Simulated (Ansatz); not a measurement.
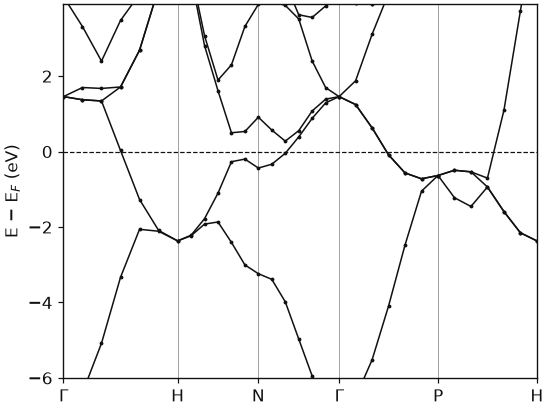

Band structure. Energies are counted from the Fermi level. The path has few k points, so lines between them are rough.

Question: What lattice type does the k path imply?

Answer: A body-centred cubic lattice: the path Γ–H–N–Γ–P–H runs through the special points of its Brillouin zone.

System: bcc Hf, space group Im-3m (No. 229), 1 atom in the primitive cell; cubic a = 3.610 Å.

Ansatz 0.2.0; PBEsol, PAW data sets made for the crystal, no spin polarisation, no spin-orbit coupling, 10×10×10 k mesh, Fermi-Dirac smearing of 0.05 eV.

Question: Metal, semiconductor or insulator?

Answer: A metal: bands cross the Fermi level along this path.

Spin-orbit coupling is left out, which matters for Hf. The cell is at −9 GPa in this functional. This isn't the form of Hf at room conditions, which is hcp. Bands are joined in order of energy, so crossings between the computed points show as kinks or gaps.
